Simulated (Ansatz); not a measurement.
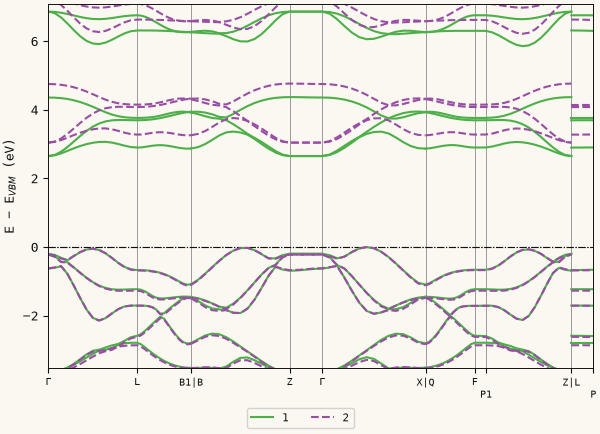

Band structures of TiO2, space group R-3m (No. 166), 3 atoms in the primitive cell (a = 2.995 Å, c = 20.945 Å (hexagonal axes)), by two methods on the same cell. Each is counted from its own valence-band top.

Which curve is which? The methods: r2SCAN, PBEsol.

Answer. 1 is PBEsol; 2 is r2SCAN. PBEsol gives a gap of 2.65 eV along the path and r2SCAN gives a gap of 3.04 eV along the path.

Settings. PBEsol: Ansatz PAW, no spin polarisation, no spin-orbit coupling, 10×10×10 k mesh, 420 eV cutoff, Fermi-Dirac smearing of 0.05 eV (Ansatz 0.2.0). r2SCAN: Ansatz PAW, no spin polarisation, no spin-orbit coupling, 10×10×10 k mesh, 500 eV cutoff, Fermi-Dirac smearing of 0.05 eV (Ansatz 0.2.0).

In reduced coordinates of the cell that was run, L is (0.5, 0, 0), B1 is (0.5, 0.177, −0.177), B is (0.823, 0.5, 0.177), Z is (0.5, 0.5, 0.5), X is (0.338, 0, −0.338), Q is (0.662, 0.338, 0), F is (0.5, 0.5, 0), P1 is (0.662, 0.662, 0.177) and P is (0.823, 0.338, 0.338). The cell is at −4 GPa in PBEsol and −3 GPa in r2SCAN. The PAW data sets were made with another functional. LDA, GGA and most meta-GGA functionals understate gaps. The usual form of TiO2 is rutile or anatase.
